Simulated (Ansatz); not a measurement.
**Geometry relaxation, with input and output: LiNbO3 (part 3 of 3)**

The same run, continued: LiNbO3 (R-3c, 10 atoms in the cell); DFT, PBE, plane waves, PAW, spin-polarised (Ansatz 0.2.0); cutoff 420 eV, 6×6×6 k-mesh, Gaussian smearing of 0.02 eV, collinear spins. The structure derives from a Materials Project entry. Some settings of this run were made unusual or wrong on purpose.

Geometry of the input (Å; fractional positions):
```
2.6347  1.5212  4.6344
-2.6347  1.5212  4.6344
0.0000  -3.0423  4.6344
Li 0.2500  0.2500  0.2500
Li 0.7500  0.7500  0.7500
Nb 0.5000  0.5000  0.5000
Nb 0.0000  0.0000  0.0000
O  0.1296  0.3704  0.7500
O  0.3704  0.7500  0.1296
O  0.8704  0.6296  0.2500
O  0.2500  0.8704  0.6296
O  0.6296  0.2500  0.8704
O  0.7500  0.1296  0.3704
```

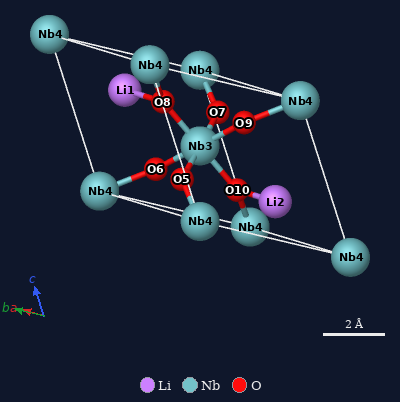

The geometry at step 5 of the log (ball-and-stick view of the reduced cell, seen at an oblique angle; atoms are numbered from 1 in the order of the input).

```
basis re-selected at this cell: Δ(F+E_penalty+E_count) = +4.719e-4 eV, ΔP = -0.004 GPa vs the last step (what re-selecting the basis moved, of the pressure what is left beyond the Pulay correction that the steps carried, after the strain that the cell walked since its last selection, with what the two solves' SCF thresholds leave and, on support functions, any second-order correction that the steps lacked; it is no measure of the basis error at this ecutwfc). This SCF's stress stands 6.13e-3 GPa from its target on what of the cell is left free (relax.cell.stress_tol is 5.00e-2 GPa) and its largest allowed force component is 5.85e-5 eV/Å (relax.f_tol is 5.00e-3 eV/Å): within both
SCF converged after 6 iterations
Magnetization: 0.0000 μB (34.0000 up, 34.0000 down)
Absolute magnetization: 0.0000 μB (∫|ρ↑−ρ↓|, with the PAW one-centre terms)
Spin contamination: 0.0000 ħ² per cell (⟨S²⟩ above its minimum at these occupations)
Per-site moments (μB) at R_I (Å): [(8.802000860339878e-12, 0.8195034363177175), (8.801945706478302e-12, 0.8195034363177175), (-2.007240025716877e-10, 0.8234761868542443), (-2.0072392568807894e-10, 0.8234761868542444), (9.811216521876658e-11, 0.8195034363177176), (9.81122166666257e-11, 0.8195034363177175), (9.811216110484072e-11, 0.8195034363177175), (9.811216559755348e-11, 0.8195034363177175), (9.811210180452212e-11, 0.8195034363177176), (9.811216869058097e-11, 0.8195034363177175)]
Free energy (F): -12929.182715 eV
Harris-Foulkes:  -12929.182715 eV  (|F-HF|=2.55e-11)
Internal energy: -12929.182715 eV  (E = F + TS)
E sigma→0 (E₀):  -12929.182715 eV
Fermi energy:    8.415331 eV
--- Per-component energies (eV) ---
  E_band       = -539.485062
  E_kinetic    = 1882.427106
  E_local      = -4331.828577  (includes V_loc(G=0)·N_el)
  E_nonlocal   = 448.271939
  E_hartree    = 1465.868246
  E_xc         = -817.015381
  E_vxc        = -1020.404354  (∫ρ·V_xc dr)
  E_paw        = -7133.207599  (= ΣΔE_a)
  E_vpaw       = -449.702184  (= ΣTr[D̂ρ^β])
  E_aug_tail   = 0.014546  (compensation charges beyond the density's cutoff)
  E_ewald      = -4443.712995
  E_smearing   = -0.000000  (= −TS)
  E_closure    = 0.000000  (closes the sum)
  Σ components = -12929.182715   (vs F -12929.182715, Δ=0.00e0)
--- Forces (eV/Å), atoms counted from 1 ---
  atom   1  Li     0.00000000    -0.00000000     0.00000000
  atom   2  Li    -0.00000000     0.00000000    -0.00000000
  atom   3  Nb    -0.00000000     0.00000000    -0.00000000
  atom   4  Nb    -0.00000000    -0.00000000    -0.00000000
  atom   5  O      0.00005853     0.00000000    -0.00000000
  atom   6  O     -0.00002926    -0.00005068    -0.00000000
  atom   7  O     -0.00005853    -0.00000000     0.00000000
  atom   8  O      0.00002926    -0.00005068    -0.00000000
  atom   9  O      0.00002926     0.00005068     0.00000000
  atom  10  O     -0.00002926     0.00005068     0.00000000
  max |Σ_I F_I| component: 2.03e-18 eV/Å
--- Stress (GPa, compression-positive) ---
       -0.005812      -0.000000       0.000000
       -0.000000      -0.005812       0.000000
       -0.000000       0.000000      -0.006129
  P = ⅓ Tr σ = -0.0059 GPa (-0.059 kbar)
--- Band table (eV; the first three rows and the last of 64) ---
  k-point 0 ↑: bands = ["-47.3226", "-47.3089", "-35.7474", "-35.7456", "-23.5487", "-23.5487", "-23.5294", "-23.3900", "-23.3900", "-23.3489", "-9.8561", "-9.3305", "-9.3305", "-8.1520", "-8.1434", "-8.1434", "2.3328", "2.3328", "2.7010", "2.8410", "2.8410", "3.7342", "4.9278", "4.9278", "5.4947", "5.8435", "6.4072", "6.6853", "6.6853", "6.9122", "6.9122", "6.9598", "6.9598", "7.0908", "9.7162", "9.7162", "9.8845", "11.7813", "11.7813", "12.7319", "14.1601", "14.4729", "14.4729", "17.9455", "17.9455", "18.1929", "18.3173", "19.0508", "19.3538", "19.8731", "19.8731", "20.7188", "20.7188", "22.1920", "22.1920", "22.3486", "22.3486", "24.5463", "25.3387", "26.2498", "26.2498", "27.6023", "28.3536", "28.3536", "28.9166"]
  k-point 1 ↑: bands = ["-47.3216", "-47.3098", "-35.7473", "-35.7457", "-23.5391", "-23.5386", "-23.5177", "-23.4016", "-23.4011", "-23.3614", "-9.7519", "-9.2637", "-9.2600", "-8.2672", "-8.2392", "-8.2347", "2.5243", "2.5489", "2.8720", "2.9540", "2.9740", "3.7517", "4.7481", "4.8729", "5.2586", "5.7210", "6.1679", "6.3250", "6.5249", "6.7390", "6.8050", "6.8656", "7.0295", "7.1016", "9.9747", "10.0388", "10.1802", "11.8820", "11.8873", "12.5287", "14.4208", "14.5176", "14.5305", "17.5559", "17.6314", "18.1933", "18.3923", "18.6224", "19.0124", "19.7107", "20.2087", "20.6028", "20.8247", "22.5080", "22.5298", "22.6780", "23.2579", "24.9274", "25.1290", "25.8214", "26.4243", "27.1922", "27.6600", "27.8329", "28.4047"]
  k-point 2 ↑: bands = ["-47.3191", "-47.3123", "-35.7470", "-35.7461", "-23.5120", "-23.5105", "-23.4855", "-23.4325", "-23.4312", "-23.3953", "-9.4625", "-9.0819", "-9.0636", "-8.5898", "-8.4700", "-8.4687", "3.0274", "3.0446", "3.2587", "3.3565", "3.4534", "3.8529", "4.3227", "4.5803", "4.6387", "5.2492", "5.3718", "5.4706", "6.4395", "6.7446", "6.8008", "6.8044", "7.0319", "7.0462", "10.5895", "10.6358", "10.8180", "11.8025", "11.8235", "12.0393", "14.6784", "14.9374", "15.3408", "16.8043", "16.9864", "17.8249", "17.9062", "18.0610", "18.9470", "19.6726", "20.1741", "20.3630", "21.6056", "22.9854", "23.6601", "23.7279", "24.2530", "24.8401", "25.2481", "25.6699", "26.4849", "26.5456", "26.9802", "27.3466", "28.0177"]
  k-point 31 ↓: bands = ["-47.3157", "-47.3157", "-35.7465", "-35.7465", "-23.4708", "-23.4708", "-23.4708", "-23.4708", "-23.4423", "-23.4423", "-9.0604", "-9.0604", "-8.7735", "-8.7735", "-8.7735", "-8.7735", "3.5245", "3.5245", "3.5245", "3.5245", "3.9894", "3.9894", "4.3400", "4.3400", "4.3400", "4.3400", "4.7832", "4.7832", "6.5673", "6.5673", "6.8641", "6.8641", "6.8641", "6.8641", "11.3086", "11.3086", "11.5627", "11.5627", "11.5627", "11.5627", "15.7119", "15.7119", "15.7119", "15.7119", "16.2055", "16.2055", "18.8265", "18.8265", "20.0273", "20.0273", "20.0273", "20.0273", "22.8017", "22.8017", "23.5972", "23.5972", "23.5972", "23.5972", "25.7685", "25.7685", "26.0982", "26.0982", "26.0982", "26.0982", "27.1794"]
--- Relaxed structure (6 steps of the walk, 6 accepted, 2 SCFs on fresh bases) ---
  F+E_penalty+E_count = -12929.18271463 eV   max|allowed force component| = 5.853e-5 eV/Å   (the final SCF, on the basis selected at the relaxed cell)
  cell:  # Å, volume = 108.6344 Å³
    - [2.611501433189469, 1.507751055441033, 4.59828830073709]
    - [-2.611501433189469, 1.507751055441033, 4.59828830073709]
    - [3.3498203509358905e-34, -3.0155021108820668, 4.59828830073709]
  atoms:
    - { symbol: Li, position: [0.24999999999999997, 0.24999999999999997, 0.24999999999999994] }
    - { symbol: Li, position: [0.75, 0.75, 0.7499999999999999] }
    - { symbol: Nb, position: [0.49999999999999994, 0.49999999999999994, 0.4999999999999999] }
    - { symbol: Nb, position: [-6.67333996359682e-20, 7.337649453819451e-21, 5.939575018214897e-20] }
    - { symbol: O, position: [0.13037026744180308, 0.36962973255819687, 0.75] }
    - { symbol: O, position: [0.3696297325581969, 0.75, 0.13037026744180302] }
    - { symbol: O, position: [0.8696297325581969, 0.630370267441803, 0.24999999999999994] }
    - { symbol: O, position: [0.25, 0.8696297325581969, 0.630370267441803] }
    - { symbol: O, position: [0.630370267441803, 0.25, 0.8696297325581968] }
    - { symbol: O, position: [0.75, 0.13037026744180308, 0.3696297325581968] }
```

Trajectory as extended XYZ (Å, eV, eV/Å), 8 frames, from step=1 to step=8
```
10
Lattice="2.6347 1.5212 4.6344 -2.6347 1.5212 4.6344 0.0000 -3.0423 4.6344" Properties=species:S:1:pos:R:3:forces:R:3 step=1 energy=-12929.13345 pressure_GPa=-5.21
Li    0.0000    0.0000    3.4758    0.0000   0.0000   0.0000
Li    0.0000    0.0000   10.4273    0.0000   0.0000   0.0000
Nb    0.0000    0.0000    6.9515    0.0000   0.0000   0.0000
Nb    0.0000    0.0000    0.0000    0.0000   0.0000   0.0000
O    -0.6343   -1.5212    5.7930    0.2117   0.0000   0.0000
O    -1.0002    1.3099    5.7930   -0.1058  -0.1833   0.0000
O     0.6343    1.5212    8.1101   -0.2117   0.0000   0.0000
O    -1.6345   -0.2113    8.1101    0.1058  -0.1833   0.0000
O     1.0002   -1.3099    8.1101    0.1058   0.1833   0.0000
O     1.6345    0.2113    5.7930   -0.1058   0.1833   0.0000
10
Lattice="2.6133 1.5088 4.5922 -2.6133 1.5088 4.5922 0.0000 -3.0176 4.5922" Properties=species:S:1:pos:R:3:forces:R:3 step=2 energy=-12929.19174 pressure_GPa=0.44
Li    0.0000    0.0000    3.4442    0.0000   0.0000   0.0000
Li    0.0000    0.0000   10.3325    0.0000   0.0000   0.0000
Nb    0.0000    0.0000    6.8884    0.0000   0.0000   0.0000
Nb    0.0000    0.0000    0.0000    0.0000   0.0000   0.0000
O    -0.6205   -1.5088    5.7403   -0.0337   0.0000   0.0000
O    -0.9964    1.2918    5.7403    0.0169   0.0292   0.0000
O     0.6205    1.5088    8.0364    0.0337   0.0000   0.0000
O    -1.6169   -0.2170    8.0364   -0.0169   0.0292   0.0000
O     0.9964   -1.2918    8.0364   -0.0169  -0.0292   0.0000
O     1.6169    0.2170    5.7403    0.0169  -0.0292   0.0000
10
Lattice="2.6135 1.5089 4.6009 -2.6135 1.5089 4.6009 0.0000 -3.0179 4.6009" Properties=species:S:1:pos:R:3:forces:R:3 step=3 energy=-12929.19137 pressure_GPa=-0.06
Li    0.0000    0.0000    3.4507    0.0000   0.0000   0.0000
Li    0.0000    0.0000   10.3520    0.0000   0.0000   0.0000
Nb    0.0000    0.0000    6.9013    0.0000   0.0000   0.0000
Nb    0.0000    0.0000    0.0000    0.0000   0.0000   0.0000
O    -0.6217   -1.5089    5.7511   -0.0125   0.0000   0.0000
O    -0.9959    1.2929    5.7511    0.0062   0.0108   0.0000
O     0.6217    1.5089    8.0516    0.0125   0.0000   0.0000
O    -1.6176   -0.2161    8.0516   -0.0062   0.0108   0.0000
O     0.9959   -1.2929    8.0516   -0.0062  -0.0108   0.0000
O     1.6176    0.2161    5.7511    0.0062  -0.0108   0.0000
10
Lattice="2.6135 1.5089 4.5990 -2.6135 1.5089 4.5990 0.0000 -3.0179 4.5990" Properties=species:S:1:pos:R:3:forces:R:3 step=4 energy=-12929.19163 pressure_GPa=-0.06
Li    0.0000    0.0000    3.4492    0.0000   0.0000   0.0000
Li    0.0000    0.0000   10.3477    0.0000   0.0000   0.0000
Nb    0.0000    0.0000    6.8985    0.0000   0.0000   0.0000
Nb    0.0000    0.0000    0.0000    0.0000   0.0000   0.0000
O    -0.6231   -1.5089    5.7487   -0.0042   0.0000   0.0000
O    -0.9952    1.2940    5.7487    0.0021   0.0036   0.0000
O     0.6231    1.5089    8.0482    0.0042   0.0000   0.0000
O    -1.6183   -0.2149    8.0482   -0.0021   0.0036   0.0000
O     0.9952   -1.2940    8.0482   -0.0021  -0.0036   0.0000
O     1.6183    0.2149    5.7487    0.0021  -0.0036   0.0000
10
Lattice="2.6124 1.5083 4.5998 -2.6124 1.5083 4.5998 0.0000 -3.0165 4.5998" Properties=species:S:1:pos:R:3:forces:R:3 step=5 energy=-12929.19198 pressure_GPa=0.01
Li    0.0000    0.0000    3.4498    0.0000   0.0000   0.0000
Li    0.0000    0.0000   10.3494    0.0000   0.0000   0.0000
Nb    0.0000    0.0000    6.8996    0.0000   0.0000   0.0000
Nb    0.0000    0.0000    0.0000    0.0000   0.0000   0.0000
O    -0.6241   -1.5083    5.7497    0.0000   0.0000   0.0000
O    -0.9941    1.2946    5.7497    0.0000   0.0000   0.0000
O     0.6241    1.5083    8.0496    0.0000   0.0000   0.0000
O    -1.6182   -0.2136    8.0496    0.0000   0.0000   0.0000
O     0.9941   -1.2946    8.0496    0.0000   0.0000   0.0000
O     1.6182    0.2136    5.7497    0.0000   0.0000   0.0000
10
Lattice="2.6124 1.5083 4.5998 -2.6124 1.5083 4.5998 0.0000 -3.0165 4.5998" Properties=species:S:1:pos:R:3:forces:R:3 step=6 energy=-12929.18271 pressure_GPa=-0.15
Li    0.0000    0.0000    3.4498    0.0000   0.0000   0.0000
Li    0.0000    0.0000   10.3494    0.0000   0.0000   0.0000
Nb    0.0000    0.0000    6.8996    0.0000   0.0000   0.0000
Nb    0.0000    0.0000    0.0000    0.0000   0.0000   0.0000
O    -0.6241   -1.5083    5.7497    0.0000   0.0000   0.0000
O    -0.9941    1.2946    5.7497    0.0000   0.0000   0.0000
O     0.6241    1.5083    8.0496    0.0000   0.0000   0.0000
O    -1.6182   -0.2136    8.0496    0.0000   0.0000   0.0000
O     0.9941   -1.2946    8.0496    0.0000   0.0000   0.0000
O     1.6182    0.2136    5.7497    0.0000   0.0000   0.0000
10
Lattice="2.6115 1.5078 4.5983 -2.6115 1.5078 4.5983 0.0000 -3.0155 4.5983" Properties=species:S:1:pos:R:3:forces:R:3 step=7 energy=-12929.18319 pressure_GPa=-0.00
Li    0.0000    0.0000    3.4487    0.0000   0.0000   0.0000
Li    0.0000    0.0000   10.3461    0.0000   0.0000   0.0000
Nb    0.0000    0.0000    6.8974    0.0000   0.0000   0.0000
Nb    0.0000    0.0000    0.0000    0.0000   0.0000   0.0000
O    -0.6248   -1.5078    5.7479    0.0001   0.0000   0.0000
O    -0.9933    1.2950    5.7479    0.0000   0.0000   0.0000
O     0.6248    1.5078    8.0470   -0.0001   0.0000   0.0000
O    -1.6182   -0.2128    8.0470    0.0000   0.0000   0.0000
O     0.9933   -1.2950    8.0470    0.0000   0.0000   0.0000
O     1.6182    0.2128    5.7479    0.0000   0.0000   0.0000
10
Lattice="2.6115 1.5078 4.5983 -2.6115 1.5078 4.5983 0.0000 -3.0155 4.5983" Properties=species:S:1:pos:R:3:forces:R:3 step=8 energy=-12929.18272 pressure_GPa=-0.01
Li    0.0000    0.0000    3.4487    0.0000   0.0000   0.0000
Li    0.0000    0.0000   10.3461    0.0000   0.0000   0.0000
Nb    0.0000    0.0000    6.8974    0.0000   0.0000   0.0000
Nb    0.0000    0.0000    0.0000    0.0000   0.0000   0.0000
O    -0.6248   -1.5078    5.7479    0.0001   0.0000   0.0000
O    -0.9933    1.2950    5.7479    0.0000  -0.0001   0.0000
O     0.6248    1.5078    8.0470   -0.0001   0.0000   0.0000
O    -1.6182   -0.2128    8.0470    0.0000  -0.0001   0.0000
O     0.9933   -1.2950    8.0470    0.0000   0.0001   0.0000
O     1.6182    0.2128    5.7479    0.0000   0.0001   0.0000
```

What the run reported

- outcome: converged
- space group (tolerance 0.01 Å): R-3c (167)
- electrons treated: 68
- free energy: −12929.1827 eV
- Fermi energy: 8.415 eV
- gap on the k-point mesh: 2.51 eV
- net moment of the cell: 0.00 μB
- integrated absolute moment: 0.00 μB
- pressure: −0.01 GPa
- final volume: 108.63 Å³
- largest force (length of the vector) at the end: under 0.001 eV/Å
- final cell: a = 5.499 Å, b = 5.499 Å, c = 5.499 Å, α = 56.71°, β = 56.71°, γ = 56.71°
- hardware: 4 threads of Intel Xeon (Granite Rapids), 32 GiB of memory available, shared host
- wall time: 31 s (CPU time 1.9 min)
- peak memory: 0.78 GiB

Diagnosis

This input holds a deliberate fault: an impossible spin (`magnetization`). The system has too few electrons for this moment. The run converged all the same; its numbers are those of the faulty input and shouldn't be used. Warnings of the run: some starting moments were not kept.
